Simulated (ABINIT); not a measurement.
WC: phonon calculation (part 2 of 2)

Continued. System: WC (2 atoms in the cell). Method: Kohn-Sham DFT of a periodic cell, LDA, PseudoDojo NC SR LDA v0.4.1 standard, no spin polarisation (ABINIT 10.8.3); cutoff 1115.67 eV, 8×8×8 k-mesh, fermi-dirac of 0.05 eV. The structure derives from an entry of the Crystallography Open Database.

Geometry of the input (Å; fractional positions):
```
2.8832  0.0000  0.0000
-1.4416  2.4969  0.0000
0.0000  0.0000  2.8092
W  0.0000  0.0000  0.0000
C  0.6667  0.3333  0.5000
```

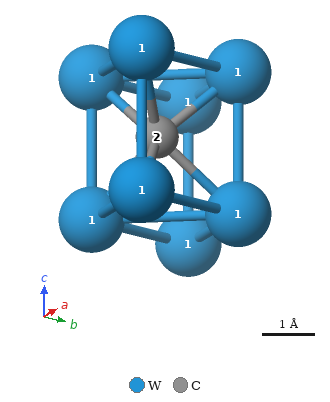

**Figure 1.** The structure as given in the input (ball-and-stick view of the cell of the calculation, seen at an oblique angle; atoms are numbered from 1 in the order of the input). An atom can appear more than once, as a periodic image.

**Output, continued**
```
--- !DatasetInfo
iteration_state: {dtset: 2, }
dimensions: {natom: 2, nkpt: 256, mband: 17, nsppol: 1, nspinor: 1, nspden: 1, mpw: 1736, }
cutoff_energies: {ecut:  41.0, pawecutdg:  -1.0, }
electrons: {nelect:   1.80000000E+01, charge:   0.00000000E+00, occopt:   3.00000000E+00, tsmear:   1.83747000E-03, }
meta: {optdriver: 1, rfphon: 1, }
...

 mkfilename : getwfk/=0, take file _WFK from output of DATASET   1.

 Exchange-correlation functional for the present dataset will be:
  LDA: Perdew-Wang 92 LSD fit to Ceperley-Alder data - ixc=7
  J.P.Perdew and Y.Wang, PRB 45, 13244 (1992)

 Real(R)+Recip(G) space primitive vectors, cartesian coordinates (Bohr,Bohr^-1):
 R(1)=  5.4484801  0.0000000  0.0000000  G(1)=  0.1835374  0.1059654  0.0000000
 R(2)= -2.7242401  4.7185222  0.0000000  G(2)=  0.0000000  0.2119308  0.0000000
 R(3)=  0.0000000  0.0000000  5.3085247  G(3)=  0.0000000  0.0000000  0.1883763
 Unit cell volume ucvol=  1.3647566E+02 bohr^3
 Angles (23,13,12)=  9.00000000E+01  9.00000000E+01  1.20000000E+02 degrees
 setup1 : take into account q-point for computing boxcut.

 getcut: wavevector=  0.0000  0.0000  0.0000  ngfft=  32  32  32
         ecut(hartree)=     41.000   => boxcut(ratio)=   2.03759
--------------------------------------------------------------------------------

 ==>  initialize data related to q vector <==

 The list of irreducible perturbations for this q vector is:
    1)    idir= 1    ipert=   1
    2)    idir= 3    ipert=   1
    3)    idir= 1    ipert=   2
    4)    idir= 3    ipert=   2

================================================================================

 The perturbation idir=   2  ipert=   1 is
 symmetric of a previously calculated perturbation.
 So, its SCF calculation is not needed.

 The perturbation idir=   2  ipert=   2 is
 symmetric of a previously calculated perturbation.
 So, its SCF calculation is not needed.

--------------------------------------------------------------------------------
 Perturbation wavevector (in red.coord.)   0.000000  0.000000  0.000000
 Perturbation : displacement of atom   1   along direction   1
 Found     2 symmetries that leave the perturbation invariant.
 symkpt : the number of k-points, thanks to the symmetries,
 is reduced to   136 .

--------------------------------------------------------------------------------

--------------------------------------------------------------------------------

 dfpt_looppert : total number of electrons, from k and k+q
  fully or partially occupied states are    1.800000E+01 and    1.800000E+01.
 Initialisation of the first-order wave-functions :
  ireadwf=   0

--- !BeginCycle
iteration_state: {dtset: 2, }
solver: {iscf: 7, nstep: 80, nline: 4, wfoptalg: 0, }
tolerances: {tolvrs: 1.00E-08, }
...

     iter   2DEtotal(Ha)        deltaE(Ha) residm    vres2
-ETOT  1   5.7473752443353     -1.525E+03 4.117E+00 4.928E+02
 ETOT  2   5.1690356461941     -5.783E-01 3.050E-01 1.272E+01
 ETOT  3   5.1631670844477     -5.869E-03 1.711E-03 6.847E-02
 ETOT  4   5.1631400567515     -2.703E-05 1.906E-04 3.670E-04
 ETOT  5   5.1631398775135     -1.792E-07 2.533E-06 1.930E-05
 ETOT  6   5.1631398709033     -6.610E-09 2.341E-07 3.926E-06
 ETOT  7   5.1631398694156     -1.488E-09 6.254E-09 7.358E-07
 ETOT  8   5.1631398690766     -3.390E-10 3.676E-10 1.018E-09

 At SCF step    8       vres2   =  1.02E-09 < tolvrs=  1.00E-08 =>converged.
================================================================================

 ----iterations are completed or convergence reached----

 Mean square residual over all n,k,spin=   85.182E-14; max=  36.757E-11

 2DEtotal=    0.5163139869E+01 Ha. Also 2DEtotal=    0.140496193219E+03 eV
    (2DErelax=   -1.5252169674E+03 Ha. 2DEnonrelax=    1.5303801072E+03 Ha)
    (  non-var. 2DEtotal :    5.1631488930E+00 Ha)

--------------------------------------------------------------------------------
 Perturbation wavevector (in red.coord.)   0.000000  0.000000  0.000000
 Perturbation : displacement of atom   1   along direction   3
 Found     6 symmetries that leave the perturbation invariant.
 symkpt : the number of k-points, thanks to the symmetries,
 is reduced to    60 .

--------------------------------------------------------------------------------

--------------------------------------------------------------------------------

 dfpt_looppert : total number of electrons, from k and k+q
  fully or partially occupied states are    1.800000E+01 and    1.800000E+01.
 Initialisation of the first-order wave-functions :
  ireadwf=   0

--- !BeginCycle
iteration_state: {dtset: 2, }
solver: {iscf: 7, nstep: 80, nline: 4, wfoptalg: 0, }
tolerances: {tolvrs: 1.00E-08, }
...

     iter   2DEtotal(Ha)        deltaE(Ha) residm    vres2
-ETOT  1   4.9174874811099     -1.482E+03 4.023E+00 1.115E+03
 ETOT  2   4.1877985594038     -7.297E-01 1.256E-01 3.609E+01
 ETOT  3   4.1735222062626     -1.428E-02 2.423E-03 3.895E-01
 ETOT  4   4.1734123422232     -1.099E-04 1.443E-04 5.340E-03
 ETOT  5   4.1734098853915     -2.457E-06 6.535E-06 3.491E-05
 ETOT  6   4.1734098698549     -1.554E-08 4.271E-07 2.610E-07
 ETOT  7   4.1734098697582     -9.663E-11 3.312E-08 6.119E-09

 At SCF step    7       vres2   =  6.12E-09 < tolvrs=  1.00E-08 =>converged.
================================================================================

 ----iterations are completed or convergence reached----

 Mean square residual over all n,k,spin=   87.680E-12; max=  33.118E-09

 2DEtotal=    0.4173409870E+01 Ha. Also 2DEtotal=    0.113564267929E+03 eV
    (2DErelax=   -1.4831854368E+03 Ha. 2DEnonrelax=    1.4873588467E+03 Ha)
    (  non-var. 2DEtotal :    4.1734081042E+00 Ha)

--------------------------------------------------------------------------------
 Perturbation wavevector (in red.coord.)   0.000000  0.000000  0.000000
 Perturbation : displacement of atom   2   along direction   1
 Found     2 symmetries that leave the perturbation invariant.
 symkpt : the number of k-points, thanks to the symmetries,
 is reduced to   136 .

--------------------------------------------------------------------------------

--------------------------------------------------------------------------------

 dfpt_looppert : total number of electrons, from k and k+q
  fully or partially occupied states are    1.800000E+01 and    1.800000E+01.
 Initialisation of the first-order wave-functions :
  ireadwf=   0

--- !BeginCycle
iteration_state: {dtset: 2, }
solver: {iscf: 7, nstep: 80, nline: 4, wfoptalg: 0, }
tolerances: {tolvrs: 1.00E-08, }
...

     iter   2DEtotal(Ha)        deltaE(Ha) residm    vres2
-ETOT  1   6.2841588748515     -4.788E+02 2.602E+00 3.215E+03
 ETOT  2   5.1988531406997     -1.085E+00 3.783E-02 8.400E+01
 ETOT  3   5.1634020551585     -3.545E-02 3.444E-03 7.763E-01
 ETOT  4   5.1631262197486     -2.758E-04 1.979E-04 1.170E-02
 ETOT  5   5.1631212587657     -4.961E-06 2.041E-05 5.915E-05
 ETOT  6   5.1631212468675     -1.190E-08 9.074E-07 2.935E-05
 ETOT  7   5.1631212352736     -1.159E-08 1.154E-07 4.296E-06
 ETOT  8   5.1631212332873     -1.986E-09 5.049E-09 1.570E-09

 At SCF step    8       vres2   =  1.57E-09 < tolvrs=  1.00E-08 =>converged.
================================================================================

 ----iterations are completed or convergence reached----

 Mean square residual over all n,k,spin=   52.315E-13; max=  50.487E-10

 2DEtotal=    0.5163121233E+01 Ha. Also 2DEtotal=    0.140495686114E+03 eV
    (2DErelax=   -4.7991320893E+02 Ha. 2DEnonrelax=    4.8507633016E+02 Ha)
    (  non-var. 2DEtotal :    5.1631177157E+00 Ha)

--------------------------------------------------------------------------------
 Perturbation wavevector (in red.coord.)   0.000000  0.000000  0.000000
 Perturbation : displacement of atom   2   along direction   3
 Found     6 symmetries that leave the perturbation invariant.
 symkpt : the number of k-points, thanks to the symmetries,
 is reduced to    60 .

--------------------------------------------------------------------------------

--------------------------------------------------------------------------------

 dfpt_looppert : total number of electrons, from k and k+q
  fully or partially occupied states are    1.800000E+01 and    1.800000E+01.
 Initialisation of the first-order wave-functions :
  ireadwf=   0

--- !BeginCycle
iteration_state: {dtset: 2, }
solver: {iscf: 7, nstep: 80, nline: 4, wfoptalg: 0, }
tolerances: {tolvrs: 1.00E-08, }
...

     iter   2DEtotal(Ha)        deltaE(Ha) residm    vres2
-ETOT  1   5.9323729257136     -4.588E+02 6.600E+00 5.795E+03
 ETOT  2   4.2473940833528     -1.685E+00 6.074E-02 2.075E+02
 ETOT  3   4.1741523700456     -7.324E-02 3.828E-03 2.151E+00
 ETOT  4   4.1734260015743     -7.264E-04 1.605E-04 1.787E-02
 ETOT  5   4.1734185318754     -7.470E-06 6.279E-06 7.836E-05
 ETOT  6   4.1734185064811     -2.539E-08 2.386E-07 3.171E-07
 ETOT  7   4.1734185064212     -5.991E-11 1.273E-08 1.054E-07
 ETOT  8   4.1734185063749     -4.633E-11 5.870E-10 8.419E-09

 At SCF step    8       vres2   =  8.42E-09 < tolvrs=  1.00E-08 =>converged.
================================================================================

 ----iterations are completed or convergence reached----

 Mean square residual over all n,k,spin=   16.138E-13; max=  58.704E-11

 2DEtotal=    0.4173418506E+01 Ha. Also 2DEtotal=    0.113564502943E+03 eV
    (2DErelax=   -4.6060574622E+02 Ha. 2DEnonrelax=    4.6477916473E+02 Ha)
    (  non-var. 2DEtotal :    4.1734197852E+00 Ha)

================================================================================

 ---- first-order wavefunction calculations are completed ----

 ==> Compute Derivative Database <==

  Dynamical matrix, in cartesian coordinates,
   if specified in the inputs, asr has been imposed
     j1       j2             matrix element
  dir pert dir pert     real part    imaginary part

   1    1   1    1         0.1739249207         0.0000000000
   1    1   1    2        -0.1739249207        -0.0000000000

   2    1   2    1         0.1739249188         0.0000000000
   2    1   2    2        -0.1739249188        -0.0000000000

   3    1   3    1         0.1480953876        -0.0000000000
   3    1   3    2        -0.1480953876         0.0000000000

   1    2   1    1        -0.1739250838         0.0000000000
   1    2   1    2         0.1739250838        -0.0000000000

   2    2   2    1        -0.1739250818         0.0000000000
   2    2   2    2         0.1739250818        -0.0000000000

   3    2   3    1        -0.1480953513        -0.0000000000
   3    2   3    2         0.1480953513         0.0000000000

  Phonon wavevector (reduced coordinates) :  0.00000  0.00000  0.00000
 Phonon energies in Hartree :
   0.000000E+00  0.000000E+00  0.000000E+00  2.684375E-03  2.909066E-03
   2.909066E-03
 Phonon frequencies in cm-1    :
   0.000000E+00  0.000000E+00  0.000000E+00  5.891523E+02  6.384663E+02
   6.384663E+02

== END DATASET(S) ==============================================================
================================================================================

 -outvars: echo values of variables after computation  --------
            acell      1.0000000000E+00  1.0000000000E+00  1.0000000000E+00 Bohr
           etotal1    -8.1976926598E+01
           etotal2     4.1734185064E+00
            fcart1    -2.5303099683E-26 -5.0675676258E-35 -0.0000000000E+00
                       2.5303099683E-26  5.0675676258E-35 -0.0000000000E+00
            fcart2     0.0000000000E+00  0.0000000000E+00  0.0000000000E+00
                       0.0000000000E+00  0.0000000000E+00  0.0000000000E+00
            rprim      5.4484801133E+00  0.0000000000E+00  0.0000000000E+00
                      -2.7242400661E+00  4.7185221861E+00  0.0000000000E+00
                       0.0000000000E+00  0.0000000000E+00  5.3085246910E+00
           strten1     7.7464480096E-06  7.7464738334E-06 -1.2024431132E-05
                       0.0000000000E+00  0.0000000000E+00  3.0261406982E-11
           strten2     0.0000000000E+00  0.0000000000E+00  0.0000000000E+00
                       0.0000000000E+00  0.0000000000E+00  0.0000000000E+00
           xangst      0.0000000000E+00  0.0000000000E+00  0.0000000000E+00
                       1.4416057524E+00  8.3231146944E-01  1.4045751440E+00
             xred      0.0000000000E+00  0.0000000000E+00  0.0000000000E+00
                       6.6666666667E-01  3.3333333333E-01  5.0000000000E-01
 Calculation completed.
```

**File anaddb.abo**
```
.Version 10.8.3 of ANADDB
================================================================================

 -outvars_anaddb: echo values of input variables ----------------------

 Miscellaneous information :
       eivec         1
         asr         2
      chneut         0
 First list of wavevector (reduced coord.) :
       nph1l         1
       qph1l
                     0.00000000E+00  0.00000000E+00  0.00000000E+00    1.000E+00

================================================================================

 read the DDB information and perform some checks

  ==== Info on the Cryst% object ====
 Real(R)+Recip(G) space primitive vectors, cartesian coordinates (Bohr,Bohr^-1):
 R(1)=  5.4484801  0.0000000  0.0000000  G(1)=  0.1835374  0.1059654  0.0000000
 R(2)= -2.7242401  4.7185222  0.0000000  G(2)=  0.0000000  0.2119308  0.0000000
 R(3)=  0.0000000  0.0000000  5.3085247  G(3)=  0.0000000  0.0000000  0.1883763
 Unit cell volume ucvol=  1.3647566E+02 bohr^3
 Angles (23,13,12)=  9.00000000E+01  9.00000000E+01  1.20000000E+02 degrees
 Time-reversal symmetry is present
 Reduced atomic positions [iatom, xred, symbol]:
    1)    0.0000000  0.0000000  0.0000000   W
    2)    0.6666667  0.3333333  0.5000000   C

 DDB file with 3 blocks has been read.

================================================================================

 Treat the first list of vectors

  Phonon wavevector (reduced coordinates) :  0.00000  0.00000  0.00000
 Phonon energies in Hartree :
   0.000000E+00  0.000000E+00  0.000000E+00  2.684375E-03  2.909066E-03
   2.909066E-03
 Phonon frequencies in cm-1    :
   0.000000E+00  0.000000E+00  0.000000E+00  5.891523E+02  6.384663E+02
   6.384663E+02

 Eigendisplacements
 (will be given, for each mode : in cartesian coordinates
   for each atom the real part of the displacement vector,
   then the imaginary part of the displacement vector - absolute values smaller than 1.0d-7 are set to zero)
  Mode number    1   Energy    0.000000E+00
 Attention : low frequency mode.
   (Could be unstable or acoustic mode)
   1  0.00000000E+00  0.00000000E+00 -1.67357801E-03
      0.00000000E+00  0.00000000E+00  0.00000000E+00
   2  0.00000000E+00  0.00000000E+00 -1.67357822E-03
      0.00000000E+00  0.00000000E+00  0.00000000E+00
  Mode number    2   Energy    0.000000E+00
 Attention : low frequency mode.
   (Could be unstable or acoustic mode)
   1  0.00000000E+00 -1.67357807E-03  0.00000000E+00
      0.00000000E+00  0.00000000E+00  0.00000000E+00
   2  0.00000000E+00 -1.67357729E-03  0.00000000E+00
      0.00000000E+00  0.00000000E+00  0.00000000E+00
  Mode number    3   Energy    0.000000E+00
 Attention : low frequency mode.
   (Could be unstable or acoustic mode)
   1  1.67357807E-03  0.00000000E+00  0.00000000E+00
      0.00000000E+00  0.00000000E+00  0.00000000E+00
   2  1.67357729E-03  0.00000000E+00  0.00000000E+00
      0.00000000E+00  0.00000000E+00  0.00000000E+00
  Mode number    4   Energy    2.684375E-03
   1  0.00000000E+00  0.00000000E+00  4.27763556E-04
      0.00000000E+00  0.00000000E+00  0.00000000E+00
   2  0.00000000E+00  0.00000000E+00 -6.54769130E-03
      0.00000000E+00  0.00000000E+00  0.00000000E+00
  Mode number    5   Energy    2.909066E-03
   1  3.56884839E-04 -2.35827625E-04  0.00000000E+00
      0.00000000E+00  0.00000000E+00  0.00000000E+00
   2 -5.46276816E-03  3.60976847E-03  0.00000000E+00
      0.00000000E+00  0.00000000E+00  0.00000000E+00
  Mode number    6   Energy    2.909066E-03
   1  2.35827625E-04  3.56884839E-04  0.00000000E+00
      0.00000000E+00  0.00000000E+00  0.00000000E+00
   2 -3.60976847E-03 -5.46276816E-03  0.00000000E+00
      0.00000000E+00  0.00000000E+00  0.00000000E+00

 Analysis of degeneracies and characters (maximum tolerance=1.00E-06 a.u.)
 For each vibration mode, or group of modes if degenerate,
 the characters are given for each symmetry operation (see the list in the log file).
 Symmetry characters of vibration mode #   1
       degenerate with vibration modes #   2 to    3
  3.0 -1.0 -2.0  1.0  0.0 -1.0  1.0  1.0  0.0 -1.0 -2.0  1.0
 Symmetry characters of vibration mode #   4
  1.0 -1.0 -1.0  1.0  1.0 -1.0 -1.0  1.0  1.0 -1.0 -1.0  1.0
 Symmetry characters of vibration mode #   5
        degenerate with vibration mode #   6
  2.0  0.0 -1.0 -0.0 -1.0  0.0  2.0  0.0 -1.0 -0.0 -1.0  0.0

================================================================================

 anaddb : the run completed successfully.
```

**Summary**

```csv
quantity,value
outcome,converged
space group (tolerance 0.01 Å),P-6m2 (187)
electrons treated,18
free energy,−2230.7058 eV
Fermi energy,17.656 eV
pressure,−0.03 GPa
largest force (length of the vector),under 0.001 eV/Å
wall time,49 s (CPU time 3.2 min)
peak memory,0.44 GiB
```

**Notes**

Points of doubt noted for this run: k mesh coarse for metal response. Spin–orbit coupling is left out, which matters for W.
